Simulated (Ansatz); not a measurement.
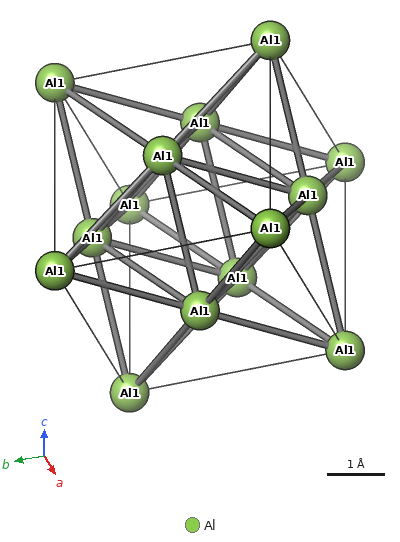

Fig. 1: The input geometry of run A (ball-and-stick view of the cell 4 times as large as that of the calculation, set on its symmetry axes, seen at an oblique angle; atoms are numbered from 1 in the order of the input). Near neighbours in the crystal (not all of them lie inside the picture): Al has 12 Al at 2.86 Å.

## Two runs on Al

System: Al (Fm-3m, 1 atom in the cell).
Method of run A: Kohn-Sham DFT of a periodic cell, BLYP, all-electron LAPW, scalar-relativistic, no spin polarisation (Ansatz 0.2.0).

The structure derives from an entry of the Crystallography Open Database. Text and figures count atoms from 1; the logs count them from 0 in places.

Input file, run A:
```yaml
crystal:
  lattice:
    - [0.0, 2.024805, 2.024805]
    - [2.024805, 0.0, 2.024805]
    - [2.024805, 2.024805, 0.0]
  atoms:
    - { symbol: Al, position: [0.0, 0.0, 0.0] }
kpoints:
  mp_grid: { grid: [11, 11, 11] }
scf:
  occupations: { method: fermi_dirac, width: 0.05 }
hamiltonian:
  xc: blyp
  pseudopotentials: { kind: all_electron, lapw: { basis_error: 0.001 } }
output:
  forces: true
  stress: true
relax:
  f_tol: 0.005
  max_steps: 60
  cell: {}
```

Launched with:
```bash
ansatz run input.yaml --threads 1 --pin off --max-ram 3072MiB --backend cpu --events-out ev --progress --plain --runs-dir out
```

Hardware: 1 thread of Arm Neoverse V1, 24 GiB of memory available, shared host.

Output, shortened to warnings, some set-up lines, iterations and results (run A):
```
Basis set: ecut = 144.26851734405352 eV, 59 PW (Γ), exchange–correlation at level 2
Symmetry: 48 space group operations
k-points: 56 of 1331
Initial density: superposition of atomic densities (chi_scale 0.1, normalization cell)
[...]
SCF iter   1: F=—  HF=-6610.534170 eV  |F-HF|=—  |Δ(HF+E_count)|=         —  Δρ=1.11e-2  dr2=1.22e-2  ethr=1.10e-4  ⟨swp⟩=3.1  Hψ=4253  notcnv=0
SCF iter   2: F=—  HF=-6610.529769 eV  |F-HF|=—  |Δ(HF+E_count)|=   4.40e-3  Δρ=5.86e-3  dr2=3.53e-3  ethr=1.10e-4  ⟨swp⟩=2.0  Hψ=1762  notcnv=0
SCF iter   3: F=—  HF=-6610.531381 eV  |F-HF|=—  |Δ(HF+E_count)|=   1.61e-3  Δρ=6.55e-4  dr2=5.92e-5  ethr=5.39e-7  ⟨swp⟩=2.0  Hψ=2958  notcnv=0
SCF iter   4: F=—  HF=-6610.531413 eV  |F-HF|=—  |Δ(HF+E_count)|=   3.21e-5  Δρ=1.99e-4  dr2=6.42e-6  ethr=5.38e-7  ⟨swp⟩=2.1  Hψ=1540  notcnv=0
SCF iter   5: F=-6610.531418 eV  HF=-6610.531418 eV  |F-HF|=1.16e-8  |Δ(HF+E_count)|=   5.47e-6  Δρ=1.04e-5  dr2=1.84e-8  ethr=5.83e-8  ⟨swp⟩=2.8  Hψ=1598  notcnv=0
[... 11 lines ...]
relax step   3: F+E_penalty+E_count = -6610.53839642 eV  Δ(F+E_penalty+E_count) = -7.564e-6 eV  max|allowed force component| = 0.000e0 eV/Å  Δτ_max = 0.0000 Å  P = +0.009 GPa …
SCF iter   1: F=—  HF=-6610.538396 eV  |F-HF|=—  |Δ(HF+E_count)|=         —  Δρ=5.53e-6  dr2=3.36e-9  ethr=3.06e-11  ⟨swp⟩=3.0  Hψ=3080  notcnv=0
SCF iter   2: F=-6610.538396 eV  HF=-6610.538396 eV  |F-HF|=2.76e-9  |Δ(HF+E_count)|=  8.93e-10  Δρ=3.20e-6  dr2=1.13e-9  ethr=3.06e-11  ⟨swp⟩=2.7  Hψ=1590  notcnv=0
SCF 4 converged in 2 iterations: F = -6610.538396 eV  dr2 = 1.13e-9
relax step   4: F+E_penalty+E_count = -6610.53839587 eV  Δ(F+E_penalty+E_count) = +5.491e-7 eV  max|allowed force component| = 0.000e0 eV/Å  Δτ_max = 0.0000 Å  P = +0.009 GPa …
basis re-selected at this cell: Δ(F+E_penalty+E_count) = +5.491e-7 eV, ΔP = +0.000 GPa vs the last step (what re-selecting the basis moved, after the strain that the cell walked since its last selection, with what the two solves' SCF thresholds leave and, on support functions, any second-order …
SCF converged after 2 iterations
Free energy (F): -6610.538396 eV
Harris-Foulkes:  -6610.538396 eV  (|F-HF|=2.76e-9)
Internal energy: -6610.534329 eV  (E = F + TS)
E sigma→0 (E₀):  -6610.536363 eV
Entropy (-TS):   -0.004067 eV (-4.067 meV/atom)
Fermi energy:    9.682330 eV
--- Per-component energies (eV) ---
  E_band       = -505.528127
  E_kinetic    = 6625.447154
  E_xc         = -510.000074
  E_electrostatic = -12725.981409  (all electrons and nuclei)
  E_smearing   = -0.004067  (= −TS)
  E_closure    = 0.000000  (closes the sum)
  E_atoms      = -6607.887694  (free atoms, spherical and without spin; not in F)
  Σ components = -6610.538396   (vs F -6610.538396, Δ=0.00e0)
  Basis errors (estimates in eV, not in F): energy 2.5e-4 per atom: plane waves 2.4e-4 (1.3e-4 summed), levels above the bands 1.6e-76, relativity 1.6e-8, radial functions 8.3e-6, core shells 1.2e-16; eigenvalues (radial functions only) 1.6e-5; not estimated: angular momenta, meshes, grids; target …
--- Forces (eV/Å), atoms counted from 1 ---
  atom   1  Al     0.00000000     0.00000000     0.00000000
  max |Σ_I F_I| component: 8.22e-32 eV/Å
--- Stress (GPa, compression-positive) ---
        0.008664       0.000000       0.000000
        0.000000       0.008664       0.000000
        0.000000       0.000000       0.008664
  P = ⅓ Tr σ = 0.0087 GPa (0.087 kbar)
--- Relaxed structure (3 steps of the walk, 3 accepted, 1 SCFs on fresh bases) ---
  F+E_penalty+E_count = -6610.53839587 eV   max|allowed force component| = 0.000e0 eV/Å   (the final SCF, on the basis selected at the relaxed cell)
  cell:  # Å, volume = 17.3796 Å³
    - [4.764172850757377e-33, 2.0559047323737563, 2.0559047323737563]
    - [2.0559047323737563, 3.84700588483617e-33, 2.0559047323737563]
    - [2.0559047323737563, 2.0559047323737563, 1.3247967285528534e-33]
  atoms:
    - { symbol: Al, position: [0.0, 0.0, 0.0] }
```

The input of run B differs as follows (lines with − go, lines with + come):
```diff
-  xc: blyp
+  xc: rpbe
-  f_tol: 0.005
+  f_tol: 0.02
```

How does run B compare with run A?

The total energies belong to different methods, so their difference says nothing on which is more stable or more accurate. The volume per atom goes from 17.38 to 16.82 Å³. The functional changes from BLYP to RPBE. The SCF takes 12 iterations over all geometry steps against 13.

Output, shortened to warnings, some set-up lines, iterations and results (run B):
```
Basis set: ecut = 143.33345080646419 eV, 59 PW (Γ), exchange–correlation at level 2
Symmetry: 48 space group operations
k-points: 56 of 1331
Initial density: superposition of atomic densities (chi_scale 0.1, normalization cell)
[...]
SCF iter   1: F=—  HF=-6610.499154 eV  |F-HF|=—  |Δ(HF+E_count)|=         —  Δρ=1.26e-2  dr2=1.56e-2  ethr=1.41e-4  ⟨swp⟩=3.1  Hψ=4227  notcnv=0
SCF iter   2: F=—  HF=-6610.481773 eV  |F-HF|=—  |Δ(HF+E_count)|=   1.74e-2  Δρ=6.03e-3  dr2=3.58e-3  ethr=1.41e-4  ⟨swp⟩=2.0  Hψ=1532  notcnv=0
SCF iter   3: F=—  HF=-6610.477968 eV  |F-HF|=—  |Δ(HF+E_count)|=   3.80e-3  Δρ=2.96e-4  dr2=1.02e-5  ethr=9.28e-8  ⟨swp⟩=2.1  Hψ=2640  notcnv=0
SCF iter   4: F=—  HF=-6610.477952 eV  |F-HF|=—  |Δ(HF+E_count)|=   1.61e-5  Δρ=6.70e-5  dr2=7.17e-7  ethr=9.28e-8  ⟨swp⟩=2.0  Hψ=1523  notcnv=0
SCF iter   5: F=-6610.477953 eV  HF=-6610.477953 eV  |F-HF|=3.96e-9  |Δ(HF+E_count)|=   2.73e-7  Δρ=3.02e-6  dr2=8.04e-10  ethr=6.52e-9  ⟨swp⟩=2.0  Hψ=1523  notcnv=0
[... 10 lines ...]
relax step   3: F+E_penalty+E_count = -6610.47866317 eV  Δ(F+E_penalty+E_count) = -2.030e-5 eV  max|allowed force component| = 0.000e0 eV/Å  Δτ_max = 0.0000 Å  P = -0.004 GPa …
SCF iter   1: F=—  HF=-6610.478663 eV  |F-HF|=—  |Δ(HF+E_count)|=         —  Δρ=1.41e-6  dr2=3.34e-10  ethr=3.03e-12  ⟨swp⟩=2.7  Hψ=2917  notcnv=0
SCF iter   2: F=-6610.478663 eV  HF=-6610.478663 eV  |F-HF|=4.24e-10  |Δ(HF+E_count)|=   2.61e-9  Δρ=6.02e-7  dr2=6.17e-11  ethr=3.03e-12  ⟨swp⟩=2.0  Hψ=1524  notcnv=0
SCF 4 converged in 2 iterations: F = -6610.478663 eV  dr2 = 6.17e-11
relax step   4: F+E_penalty+E_count = -6610.47866340 eV  Δ(F+E_penalty+E_count) = -2.222e-7 eV  max|allowed force component| = 0.000e0 eV/Å  Δτ_max = 0.0000 Å  P = -0.004 GPa …
basis re-selected at this cell: Δ(F+E_penalty+E_count) = -2.222e-7 eV, ΔP = +0.000 GPa vs the last step (what re-selecting the basis moved, after the strain that the cell walked since its last selection, with what the two solves' SCF thresholds leave and, on support functions, any second-order …
SCF converged after 2 iterations
Free energy (F): -6610.478663 eV
Harris-Foulkes:  -6610.478663 eV  (|F-HF|=4.24e-10)
Internal energy: -6610.474640 eV  (E = F + TS)
E sigma→0 (E₀):  -6610.476652 eV
Entropy (-TS):   -0.004024 eV (-4.024 meV/atom)
Fermi energy:    9.696835 eV
--- Per-component energies (eV) ---
  E_band       = -503.785511
  E_kinetic    = 6624.017185
  E_xc         = -510.166235
  E_electrostatic = -12724.325590  (all electrons and nuclei)
  E_smearing   = -0.004024  (= −TS)
  E_closure    = 0.000000  (closes the sum)
  E_atoms      = -6606.981989  (free atoms, spherical and without spin; not in F)
  Σ components = -6610.478663   (vs F -6610.478663, Δ=0.00e0)
  Basis errors (estimates in eV, not in F): energy 3.1e-4 per atom: plane waves 2.7e-4 (1.4e-4 summed), levels above the bands 3.3e-80, relativity 6.2e-9, radial functions 4.2e-5, core shells 1.2e-16; eigenvalues (radial functions only) 1.7e-5; not estimated: angular momenta, meshes, grids; target …
--- Forces (eV/Å), atoms counted from 1 ---
  atom   1  Al    -0.00000000     0.00000000    -0.00000000
  max |Σ_I F_I| component: 3.39e-32 eV/Å
--- Stress (GPa, compression-positive) ---
       -0.004105       0.000000       0.000000
        0.000000      -0.004105       0.000000
        0.000000       0.000000      -0.004105
  P = ⅓ Tr σ = -0.0041 GPa (-0.041 kbar)
--- Relaxed structure (3 steps of the walk, 3 accepted, 1 SCFs on fresh bases) ---
  F+E_penalty+E_count = -6610.47866340 eV   max|allowed force component| = 0.000e0 eV/Å   (the final SCF, on the basis selected at the relaxed cell)
  cell:  # Å, volume = 16.8242 Å³
    - [1.4903963196219598e-33, 2.0337697571896336, 2.0337697571896336]
    - [2.0337697571896336, 7.133520846053823e-34, 2.0337697571896336]
    - [2.0337697571896336, 2.0337697571896336, -6.496599341941878e-34]
  atoms:
    - { symbol: Al, position: [0.0, 0.0, 0.0] }
```

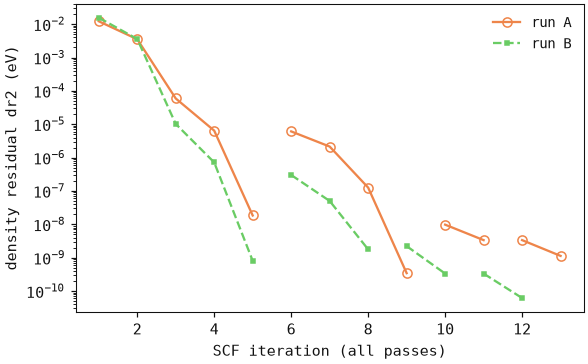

Fig. 2: Convergence of the two runs: density residual dr2 against the SCF iteration. A break in a curve parts two SCF passes. Run A takes 13 iterations in all, and run B takes 12.

The two runs side by side:

```csv
quantity,run A,run B
outcome,converged,converged
free energy per atom (eV),−6610.5384,−6610.4787
"energy per atom, smearing taken to zero (eV)",−6610.5364,−6610.4767
pressure (GPa),0.01,0.00
volume per atom (Å³),17.38,16.82
largest force (eV/Å),0.000,0.000
SCF iterations,13,12
irreducible k-points,56,56
wall time (shared host),3.5 s,3.3 s
```
